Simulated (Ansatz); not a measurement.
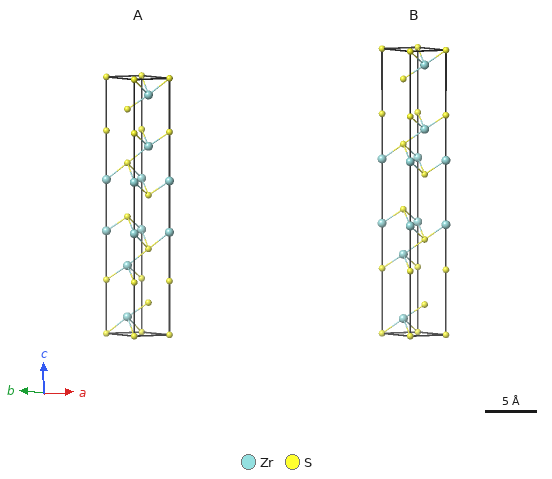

Two geometries of a crystal of Zr2S3 (built on the tetradymite_166 type) (coarse preliminary run), drawn at one scale. One is the start of a relaxation, the other its converged end. The picture is a ball-and-stick view of the conventional cell (3 times the calculation's cell), seen from a free direction. Lengths and directions refer to the drawn axes.

All numbers below come from DFT PBE, scalar-relativistic, plane waves, PAW in Ansatz 0.2.0. Set-up: plane-wave cutoff 420 eV; k-point mesh 6 × 6 × 6; occupations gaussian; smearing width 0.1 eV; no spin polarisation; cell and atoms relaxed; force threshold 0.04 eV/Å; at most 70 steps.

> Which geometry has the lower energy?

Structure B is the relaxed one. Case: tetradymite type (R-3m, No. 166). The largest moves relative to the cell, 0.54 Å, are those of S atoms. Largest moves by element: S 0.54 Å, Zr 0.36 Å. Cell: a = b 3.642 → 3.693 Å (+1.4 %), c 25.325 → 28.108 Å (+11.0 %). Volume +14.1 %. Among the contacts that change: S–Zr 2.697 → 2.614 Å, S–Zr 2.553 → 2.568 Å. Among the angles between lasting bonds that change: Zr–S–Zr 85.0° → 89.9°, S–Zr–S 85.0° → 89.9°, Zr–S–Zr 95.0° → 90.1°. The space group stays R-3m (No. 166). The energy falls by 123 meV per atom in 5 accepted moves (6 points after the start). Largest force component: 1.1 eV/Å at the start, 0.016 eV/Å at the end. Pressure: 0.27 GPa at the start and 0.10 GPa at the end. At 1 point the geometry stayed and the basis and grid were re-selected for the new cell (energy shift of 0.8 meV per atom at most each time). The run took about 90 core-seconds on a shared host.
